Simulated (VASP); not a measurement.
```
K Br
1.0
     3.30225    0.00000   -3.30225
    -3.30225    3.30225    0.00000
     6.77357    6.77357    6.77357
K Br
3 3
Direct
  0.00000 0.00000 0.00000
  0.66667 0.33333 0.33333
  0.33333 0.66667 0.66667
  0.33333 0.66667 0.16667
  0.00000 0.00000 0.50000
  0.66667 0.33333 0.83333
```

Space group R-3m; a generated structure, not necessarily the stable one; changed on purpose from its base cell (shear 111 strain +2.6%).

Method: VASP, Kohn-Sham DFT of a periodic cell, PBE, VASP PAW PBE potentials, recommended.

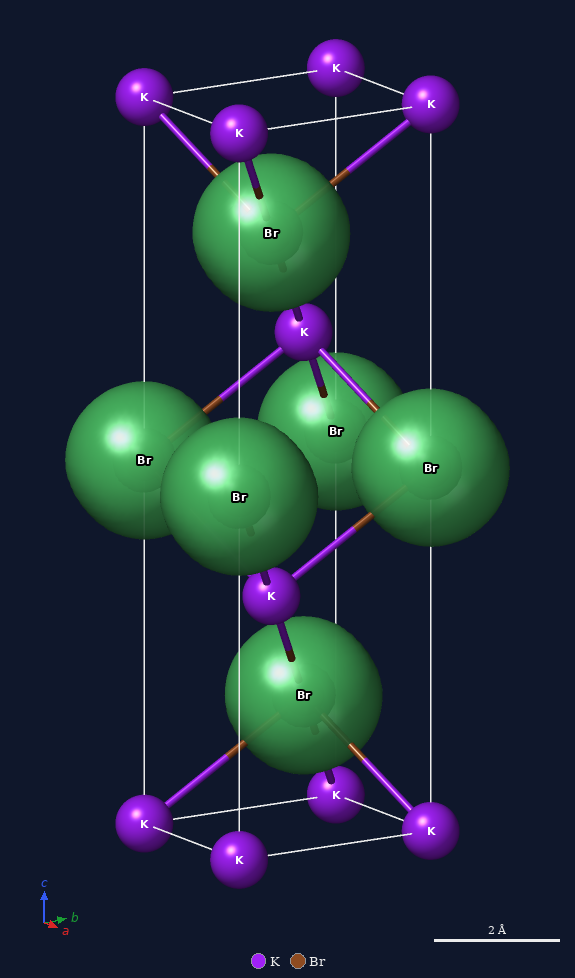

KBr. Isosurface of the ELF at 0.8 (green), seen slightly off an axis. Only the valence region is drawn (cores and ρ < 0.01 e/Å³ removed). Sticks mark near contacts.

In a PAW calculation such maps are meaningful between the atoms, not at the nuclei.

Q: Identify the bonds, lone pairs and shells in this picture.

A: The surface consists of three regions wrapped around Br (the valence shell of each), counted in one cell of 6 atoms. Regions shared between cells count once.

Values along the shortest contacts:
K–Br (3.33 Å): the ELF is about 0.10 at the midpoint; an ionic contact with no shared pair.
